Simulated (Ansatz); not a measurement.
# From PBE to G0W0: BaNaBr3 (cubic perovskite) (Pm-3m), part 2 of 2

Wanted: the gap of BaNaBr3 (cubic perovskite) (Pm-3m) with a many-body correction, and the time that it takes.

Ansatz 0.2.0; PBE, then G0W0 on it, plane waves, PAW. Known limits of the many-body steps: finite bands, screening cutoff and k mesh; no spin-orbit coupling in G0W0; screening cutoff under 40 eV in some runs.

So far. Step 3 (Bands along the symmetry lines): Over mesh and path the gap is 2.860 eV, from k = (0.500, 0.500, 0.500) to k = Γ. The least direct gap found is 3.029 eV, at k = Γ. The relaxed cell has a = 6.279 Å (conventional setting).

The structure was built from a prototype and need not be the compound's stable phase.

In doubt: masses and optical values from hybrid runs of this build are listed as unsure (in some of the runs), which bears on the screening that GW takes from such a start.

## 4. One-shot GW

G0W0 replaces the xc potential by a self-energy built once from the orbitals of the start. Levels are corrected in the window of bands that the input names, at points of the mesh.

This step: G0W0 on PBE, plane waves, PAW.

File input.yaml:

```yaml
crystal:
  lattice:
    - [6.2793234105, 0.0, 0.0]
    - [0.0, 6.2793234105, 0.0]
    - [0.0, 0.0, 6.2793234105]
  atoms:
    - { symbol: Na, position: [0.0, 0.0, 0.0] }
    - { symbol: Ba, position: [0.5, 0.5, 0.5] }
    - { symbol: Br, position: [0.5, 0.5, 0.0] }
    - { symbol: Br, position: [0.5, 0.0, 0.5] }
    - { symbol: Br, position: [0.0, 0.5, 0.5] }
kpoints:
  mp_grid: { grid: [2, 2, 2] }
hamiltonian:
  xc: pbe
scf:
  occupations: { method: fixed }
gw:
  n_empty_bands: 739
  ecut_chi: 120.0
  qp_bands: [v2, c2]
  qp_kpoints: band_edges
  screening: { model: contour_deformation }
```

On the command line:

```sh
> ansatz run input.yaml --threads 4 --pin off --max-ram 17510MiB --backend cpu --events-out ev --progress --plain --runs-dir out
```

Numbers of over 12 decimals in the logs are rounded to 6 here.

What it wrote:

```text
[...]
Crystal: 5 atoms, lattice volume = 247.593 Å³
Basis set: ecut = 420 eV, 4945 PW (Γ)
Bands: 25, of which v1, the nominal top of the filled ones, is band 20 counted from 1 (19 counted from 0)
Symmetry: 48 space group operations
[...]
k-points: 4 of 8
[...]
SCF iter   1: F=—  HF=-15793.817499 eV  |F-HF|=—  |Δ(HF+E_count)|=         —  Δρ=7.47e-4  dr2=2.09e-3  ethr=1.77e-3  ⟨swp⟩=5.2  Hψ=447  notcnv=0  defer=9
[...]
SCF iter   6: F=-15793.814955 eV  HF=-15793.814955 eV  |F-HF|=5.55e-8  |Δ(HF+E_count)|=   4.05e-7  Δρ=2.77e-6  dr2=1.56e-8  ethr=2.50e-10  ⟨swp⟩=14.0  Hψ=528  notcnv=0
SCF 1 converged in 6 iterations: F = -15793.814955 eV  dr2 = 1.56e-8
[...]
G₀W₀ screening: q 1/4
[... further progress lines ...]
SCF converged after 6 iterations
Free energy (F): -15793.814955 eV
[...]
Internal energy: -15793.814955 eV  (E = F + TS)
E sigma→0 (E₀):  -15793.814955 eV
Fermi energy:    -0.029305 eV
[...]
--- Band table (eV) ---
  k-point 0: bands = [... 16 lower, -0.3788, -0.2007, -0.2007, -0.2007, 2.8207, 5.0630, 5.0630, 5.0630, ... 1 higher]
  k-point 1: bands = [... 16 lower, -0.6019, -0.4415, -0.2371, -0.2371, 3.7791, 4.8697, 5.1517, 5.8603, ... 1 higher]
  k-point 2: bands = [... 16 lower, -0.5585, -0.5585, -0.3848, -0.0330, 3.9798, 5.8134, 5.8134, 6.0916, ... 1 higher]
  k-point 3: bands = [... 16 lower, -1.1401, -0.0293, -0.0293, -0.0293, 3.5547, 6.7385, 6.7385, 6.7385, ... 1 higher]
--- G₀W₀: contour deformation, 6 samples at zero and on the imaginary axis and 2 off it, 8 q-points, 739 empty bands' worth ---
  eigenvalues of the whole cell's RPA ε∞ on this k-mesh (on a slab, of 1 + 4πα/V) = 2.5447, 2.5447, 2.5447; static W/v taken at q = 0 is 0.392981
  bands read: the sum over 759 bands ends inside a degenerate multiplet in 1 slot, whose members it reads at an even weight; the widest, k=3: bands 759 to 760 (counted from 1) at 1/2 each
  gw.qp_kpoints: band_edges: 4 of 4 stored k-points solved, in 1 pass; an edge of the gap read off the rows below is read off those points alone
    ik  band        ε_KS         Σx   Σc(E_QP)       V_xc       Z   E_QP_lin       E_QP  E_QP is
     0    19     -0.2007   -19.7473     2.1788   -15.9116  0.7755    -1.9227    -1.8576  root
     0    20     -0.2007   -19.7473     2.1788   -15.9116  0.7755    -1.9227    -1.8576  root
     0    21      2.8207    -2.2042    -2.4511    -5.3059  0.8523     3.4776     3.4713  root
     0    22      5.0630    -4.9405    -3.4579    -9.2533  0.8216     5.9290     5.9177  root
     1    19     -0.2371   -19.6593     2.1974   -15.7974  0.7746    -1.9688    -1.9017  root
     1    20     -0.2371   -19.6593     2.1974   -15.7974  0.7746    -1.9688    -1.9017  root
     1    21      3.7791    -3.3051    -2.5029    -6.6301  0.8394     4.6139     4.6011  root
     1    22      4.8697    -2.8138    -2.6970    -6.0273  0.8419     5.3904     5.3862  root
     2    19     -0.3848   -19.9274     2.1911   -16.0636  0.7779    -2.1238    -2.0575  root
     2    20     -0.0330   -19.2756     2.1982   -15.4157  0.7708    -1.7634    -1.6947  root
     2    21      3.9798    -2.7966    -2.5485    -6.2402  0.8396     4.8913     4.8749  root
     2    22      5.8134    -3.1152    -2.6577    -6.3132  0.8371     6.3621     6.3537  root
     3    19     -0.0293   -19.2929     2.2000   -15.4313  0.7708    -1.7594    -1.6909  root
     3    20     -0.0293   -19.2929     2.2000   -15.4313  0.7708    -1.7594    -1.6909  root
     3    21      3.5547    -1.7742    -2.4824    -5.0738  0.8496     4.3837     4.3719  root
     3    22      6.7385    -4.9522    -3.0714    -8.7512  0.8132     7.4798     7.4661  root
```

The job ended after 88 s (4 threads of Arm Neoverse V1, shared host; peak memory 4 GiB; 5.7 min of CPU time).

Numbers from this step:

| Property | Result |
| --- | --- |
| bands summed | 759 |
| RPA ε∞ on this mesh (eigenvalues) | 2.545, 2.545, 2.545 |
| plane waves in the screening matrix | 739 |
| q-points in the mesh | 8 |
| G0W0 gap over the corrected points | 5.162 eV |
| k of the valence top | -0.5, -0.5, -0.5 |
| k of the conduction bottom | 0, 0, 0 |
| starting gap on the mesh | 2.850 eV |
| Z at the valence top | 0.7708 |
| Z at the conduction bottom | 0.8523 |
| least direct G0W0 gap over the corrected points | 5.329 eV |

Over all 4 irreducible mesh points the G0W0 gap is 5.162 eV, from k = (-0.500, -0.500, -0.500) to k = Γ. The PBE gap of this run on the mesh is 2.850 eV. The two states that bound the G0W0 gap lie that far apart at the start, so the correction of the gap is 5.162 − 2.850 = +2.312 eV. The start of this run differs from the step before in mesh (4×4×4 and 2×2×2).

Labels follow the order of the start: v1 is the top filled band, c1 the lowest empty one; levels that stay degenerate share a row, the window can cut a multiplet, doubted levels are not marked in this list, bands outside the window were not corrected, and the list may be a part of the corrected levels. The levels before and after the correction (eV, zero at the valence-band top of each column):

```
           conduction bottom  valence top
Kohn-Sham               2.85         0.00
     G0W0               5.16         0.00
```

```
                            level  occupation  energy (eV)
Kohn-Sham                 Γ v2-v1           2       -0.171
Kohn-Sham                    Γ c1           0        2.850
Kohn-Sham                    Γ c2           0        5.092
Kohn-Sham  (-0.5 -0.5 -0.5) v2-v1           2        0.000
Kohn-Sham     (-0.5 -0.5 -0.5) c1           0        3.584
Kohn-Sham     (-0.5 -0.5 -0.5) c2           0        6.768
     G0W0                 Γ v2-v1           2       -0.167
     G0W0                    Γ c1           0        5.162
     G0W0                    Γ c2           0        7.609
     G0W0  (-0.5 -0.5 -0.5) v2-v1           2        0.000
     G0W0     (-0.5 -0.5 -0.5) c1           0        6.063
     G0W0     (-0.5 -0.5 -0.5) c2           0        9.157
```

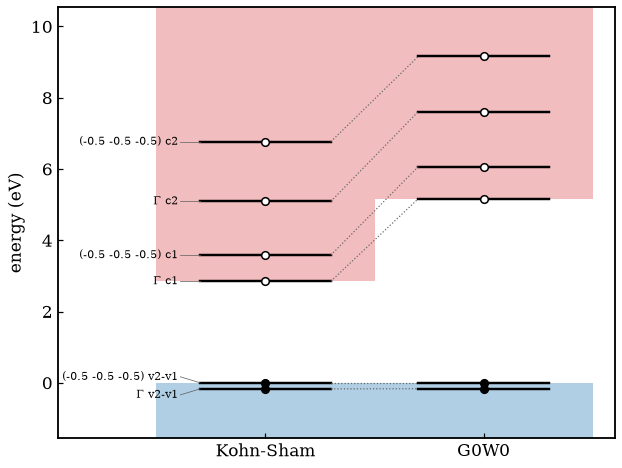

Levels before and after the correction. Shaded: valence and conduction bands. Filled marks are occupied levels, open marks empty ones.

The parts of the quasiparticle energy for the two states that bound the G0W0 gap, in eV on the run's own scale (QP = start + Σx + Σc − Vxc, with Σc at the quasiparticle energy):

```
             edge                         k  band   start       Σx      Σc      Vxc      Z      QP
      valence top  (-0.500, -0.500, -0.500)    19  −0.029  −19.293   2.200  −15.431  0.771  −1.691
conduction bottom                         Γ    21   2.821   −2.204  −2.451   −5.306  0.852   3.471
```

## 5. Spin-orbit coupling

This run has two-component orbitals with spin-orbit coupling.

This step: DFT, PBE with spin-orbit coupling, plane waves, PAW.

input.yaml, the sections that differ from step 4:

```yaml
kpoints:
  mp_grid: { grid: [4, 4, 4] }
  band_path:
    path: [[0.0, 0.0, 0.0], [0.0, 0.5, 0.0], [0.5, 0.5, 0.0], [0.5, 0.5, 0.5]]
    npoints: 1
scf:
  occupations: { method: fixed }
  n_extra_bands: 10
magnetization:
  noncollinear: true
  spin_orbit: true
output:
  eigenvalues: true
  forces: true
  stress: true
# crystal, hamiltonian: as in step 4
# gw: removed
```

What it wrote:

```text
[...]
non-collinear run that drives no moment, with spin-orbit: no starting moment large enough to seed its density (crystal.atoms[].spin), no starting occupations that ask for one, no magnetisation constraint and no magnetic field, so the semilocal B_xc is pinned to zero
Crystal: 5 atoms, lattice volume = 247.593 Å³
Basis set: ecut = 420 eV, 4945 PW (Γ), exchange–correlation on 90×90×90 points (8 copies of the dense FFT grid, shifted against one another)
Bands: 50, of which v1, the nominal top of the filled ones, is band 40 counted from 1 (39 counted from 0)
Symmetry: 48 space group operations + 48 with time reversal
[...]
k-points: 10 of 64
Projection manifold: j_resolved (fully-relativistic pseudo-atomic orbitals)
[...]
SCF iter   1: F=—  HF=-15801.724834 eV  |F-HF|=—  |Δ(HF+E_count)|=         —  Δρ=3.10e-2  dr2=4.62e0  dr2_m=0.00e0 (ungated)  ethr=3.10e-3  |M|=0.00e0 ∫|m|=0.00e0 μB  |m|>n=0.0e0 m-floor=0.0e0 τ_xc=0.0e0  β_m=0.30  ⟨swp⟩=11.1  Hψ=1256  notcnv=0  defer=64
[...]
spin=Noncollinear: Resta preconditioning applied to the charge; magnetization (m_x, m_y, m_z) channels mix plain (no charge-response kernel on spin).
SCF iter   2: F=—  HF=-15800.673487 eV  |F-HF|=—  |Δ(HF+E_count)|=    1.05e0  Δρ=1.95e-2  dr2=2.19e0  dr2_m=0.00e0 (ungated)  ethr=3.10e-3  |M|=0.00e0 ∫|m|=0.00e0 μB  |m|>n=0.0e0 m-floor=0.0e0 τ_xc=0.0e0  β_m=0.58  ⟨swp⟩=3.9  Hψ=524  notcnv=0  defer=54
[...]
SCF iter   9: F=-15799.795597 eV  HF=-15799.795597 eV  |F-HF|=1.19e-7  |Δ(HF+E_count)|=   1.65e-6  Δρ=2.65e-6  dr2=2.93e-8  dr2_m=0.00e0 (ungated)  ethr=2.50e-10  |M|=0.00e0 ∫|m|=0.00e0 μB  |m|>n=0.0e0 m-floor=0.0e0 τ_xc=0.0e0  ⟨swp⟩=21.5  Hψ=1911  notcnv=0
SCF 1 converged in 9 iterations: F = -15799.795597 eV  dr2 = 2.93e-8
[...]
SCF converged after 9 iterations
Magnetization: |M| = 0.0000 μB,  M = (+0.0000, +0.0000, +0.0000) μB
Absolute magnetization: 0.0000 μB (∫|m|)
  site 0: m = (+0.0000, +0.0000, +0.0000) μB, |m| = 0.0000 μB  (R = 1.83 Å)
  site 1: m = (+0.0000, +0.0000, +0.0000) μB, |m| = 0.0000 μB  (R = 1.30 Å)
  site 2: m = (+0.0000, +0.0000, +0.0000) μB, |m| = 0.0000 μB  (R = 1.30 Å)
  site 3: m = (+0.0000, +0.0000, +0.0000) μB, |m| = 0.0000 μB  (R = 1.30 Å)
  site 4: m = (+0.0000, +0.0000, +0.0000) μB, |m| = 0.0000 μB  (R = 1.30 Å)
Free energy (F): -15799.795597 eV
[...]
Internal energy: -15799.795597 eV  (E = F + TS)
E sigma→0 (E₀):  -15799.795597 eV
Fermi energy:    0.049382 eV
[...]
--- Stress (GPa, compression-positive) ---
       -0.003001      -0.000000       0.000000
        0.000000      -0.003001      -0.000000
        0.000000       0.000000      -0.003001
  P = ⅓ Tr σ = -0.0030 GPa (-0.030 kbar)
--- Band table (eV; the first three rows and the last of 10) ---
  k-point 0: bands = [... 36 lower, -0.0418, -0.0418, -0.0418, -0.0418, 2.8144, 2.8144, 5.0571, 5.0571, ... 6 higher]
  k-point 1: bands = [... 36 lower, -0.2868, -0.2868, -0.0590, -0.0590, 3.1962, 3.1962, 5.1180, 5.1180, ... 6 higher]
  k-point 2: bands = [... 36 lower, -0.3515, -0.3515, -0.0678, -0.0678, 3.7721, 3.7721, 4.8647, 4.8647, ... 6 higher]
  k-point 9: bands = [... 36 lower, 0.0494, 0.0494, 0.0494, 0.0494, 3.5486, 3.5486, 6.6993, 6.6993, ... 6 higher]
```

It took 11 s on 4 threads; peak memory 1.1 GiB; 44 s of CPU time.

Numbers from this step:

* pressure: -0.003001 GPa
* gap: 2.765 eV
* valence top at: R
* conduction bottom at: Γ
* least direct gap: 2.856 eV

Over mesh and listed points the gap is 2.765 eV, from k = (0.500, 0.500, 0.500) to k = Γ. The least direct gap found is 2.856 eV, at k = Γ. PBE+SOC against PBE: 2.765 − 2.860 = −0.095 eV, with the same mesh, set of files (read in its fully relativistic form for the spin-orbit run) and cutoff, and both edges at the same k points. The spin-orbit run sees mesh and listed points alone, so its gap is an upper bound: the coupling can move an edge off these points, and the change over the zone, its sign included where it is small, is not known.

## 6. Side by side

Each gap is the least one over the points named; times are wall times on shared hosts, not benchmarks. A G0W0 time includes the run's own self-consistent start. Runs with listed points see these and the mesh alone, so an edge that moves elsewhere is missed. Rows marked * are further runs, not shown as steps, whose inputs differ from the G0W0 step on the same start in the columns given; solver thresholds can differ too. Symmetry makes (0.500, 0.500, 0.500) and (-0.500, -0.500, -0.500) one point.

```
    level   mesh       files, cutoff    bands summed, screening                         points  gap (eV)               valence top  conduction bottom  least direct gap (eV)     time
      PBE  4×4×4  soft_2 PAW, 420 eV                          -                  mesh and path     2.860     (0.500, 0.500, 0.500)                  Γ                  3.029    3.4 s
  PBE+SOC  4×4×4  soft_2 PAW, 420 eV                          -         mesh and listed points     2.765     (0.500, 0.500, 0.500)                  Γ                  2.856     11 s
G0W0@PBE*  2×2×2  soft_2 PAW, 420 eV                 141, 36 eV  all 4 irreducible mesh points     4.752  (-0.500, -0.500, -0.500)                  Γ                  4.878    4.8 s
G0W0@PBE*  2×2×2  soft_2 PAW, 420 eV                 363, 72 eV  all 4 irreducible mesh points     4.953  (-0.500, -0.500, -0.500)                  Γ                  5.109     18 s
 G0W0@PBE  2×2×2  soft_2 PAW, 420 eV                759, 120 eV  all 4 irreducible mesh points     5.162  (-0.500, -0.500, -0.500)                  Γ                  5.329     88 s
G0W0@PBE*  2×2×2  soft_2 PAW, 420 eV  759, 120 eV, plasmon pole  all 4 irreducible mesh points     5.154  (-0.500, -0.500, -0.500)                  Γ                  5.315  1.8 min
```

## 7. What came out

```yaml
pbe_gap_over_mesh_and_path: 2.860 eV, from k = (0.500, 0.500, 0.500) to k = Γ
g0w0_pbe_gap_over_all_4_irreducible_mesh_points: 5.162 eV, from k = (-0.500, -0.500, -0.500) to k = Γ
pbe_soc_gap_over_mesh_and_listed_points: 2.765 eV
gw_settings: 2×2×2 mesh, 739 empty bands, screening to 120 eV
known_limits: finite bands, screening cutoff and k mesh; no spin-orbit coupling in G0W0; screening cutoff under 40 eV in some runs
```

In words: Over all 4 irreducible mesh points the G0W0 gap is 5.162 eV, from k = (-0.500, -0.500, -0.500) to k = Γ. The PBE gap of this run on the mesh is 2.850 eV. The two states that bound the G0W0 gap lie that far apart at the start, so the correction of the gap is 5.162 − 2.850 = +2.312 eV. The valence state moves by −1.691 − (−0.029) = −1.662 eV and the conduction state by 3.471 − 2.821 = +0.650 eV, on the run's own scale; with 141 bands the edge states move by −1.165 and +0.736 eV, so the split between the edges depends on the bands and cutoff. Both edges that PBE shows over mesh and path lie at k points where levels were corrected. Levels at other points were not corrected, so a lower G0W0 gap elsewhere in the zone is not ruled out. From 141 bands and 36 eV to 759 bands and 120 eV the gap moves by 5.162 − 4.752 = +0.410 eV (rung by rung 4.752, 4.953, 5.162 eV); bands and screening cutoff rise together, so their parts are not told apart. A line in one over the bands through the two highest rungs gives 5.162 + (5.162 − 4.953) × 363 / (759 − 363) = 5.354 eV, and through the pair below 4.953 + (4.953 − 4.752) × 141 / (363 − 141) = 5.081 eV. The two differ by 0.273 eV, not under the 0.030 eV asked, so the law does not hold well over these rungs and the limit is not known. With the plasmon pole model in place of the contour deformation model and all else as in the G0W0@PBE row with 759 bands, the gap differs by 5.154 − 5.162 = −0.008 eV. G0W0 on other starts in this series, not shown as steps and not all at these settings: 5.780 eV on HSE06 (2×2×2, soft_2 PAW, 759 bands, 120 eV) and 5.154 eV on PBEsol (2×2×2, soft_2 PAW, 759 bands, 120 eV). PBE+SOC against PBE: 2.765 − 2.860 = −0.095 eV, with the same mesh, set of files (read in its fully relativistic form for the spin-orbit run) and cutoff, and both edges at the same k points. The spin-orbit run sees mesh and listed points alone, so its gap is an upper bound: the coupling can move an edge off these points, and the change over the zone, its sign included where it is small, is not known. What spin-orbit coupling does to the G0W0 levels was not computed, so no sum with the G0W0 gap is formed. The G0W0 runs are scalar-relativistic. This is the ideal cubic cell; tilts or off-centring, which many perovskites show locally, are not in it. No pair of G0W0 runs that differ in the mesh alone is shown (2×2×2 is a supercell whose nearest images lie 13 Å apart), so the error from the mesh is not known here. G0W0@PBE runs of this series with other atomic data on the same mesh, not shown as steps, give 5.233 eV (hard PAW, 700 eV, 1130 bands, screening to 156 eV); where bands and cutoffs differ too, the part of the files is not isolated. A screening cutoff under 40 eV is crude: G0W0@PBE with 141 bands at 36 eV.

[Paths, hosts, dates, memory and timing lines, banners, echoed tables and standing remarks are left out of the program output.]

[Logs are printed without paths, hosts, clocks, repeated set-up lines and the standing remarks that a program may print on its own settings, such as how far it seeks lower states.]

[Runs of the session that timed out or met a known fault of the program may be left out.]

[Cells called generated may have been cut or substituted from an entry of the Crystallography Open Database or the Materials Project.]

[Hosts, paths, dates, database ids (printed as entryN), source tags and the programs' standing remarks are cut or masked in the printed files.]

[Where an RPA ε∞ is given, it is that of the G0W0 mesh and is not shown converged in it. Names of k-points follow the symmetry that the program found, which can be lower than the space group named. Band edges on a path are those of the sampled points; other points can move an edge, and change direct to indirect where valleys lie close.]

[Hybrid gaps are those of their k-mesh and are not shown converged in it.]
